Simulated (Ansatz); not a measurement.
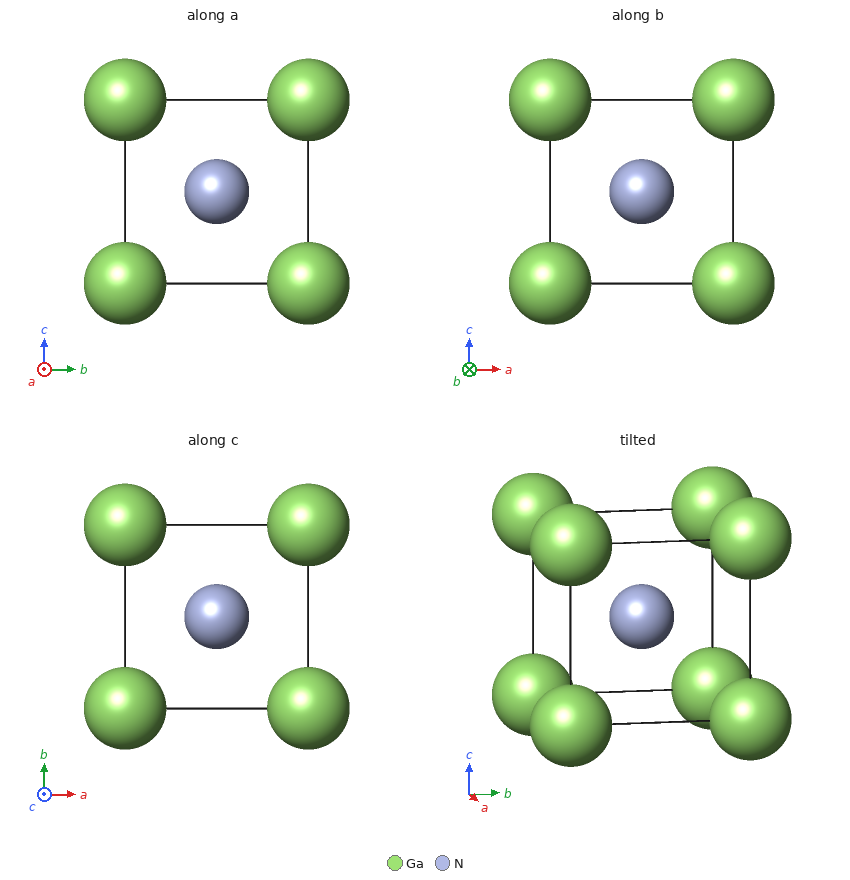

Shown here is a spheres-only view of the crystal, taken along the a axis, along the b axis, along the c axis and slightly off an axis. The conventional unit cell is outlined; an atom on or near a face, edge or corner is repeated at each equivalent position.

Lattice parameters: a = 2.702 Å, b = 2.702 Å, c = 2.702 Å, α = 90.00°, β = 90.00°, γ = 90.00°.

Question: Express the structure as a table of Wyckoff sites.

Answer: Space group Pm-3m (No. 221).
| atom | site | x | y | z |
| --- | --- | --- | --- | --- |
| Ga | 1a | 0.0000 | 0.0000 | 0.0000 |
| N | 1b | 0.5000 | 0.5000 | 0.5000 |

Its origin is a structure type filled with these elements by a generator (whether the compound takes this form wasn't checked). It is drawn as it came out of a relaxation with Ansatz, DFT, PBEsol, plane waves, PAW.
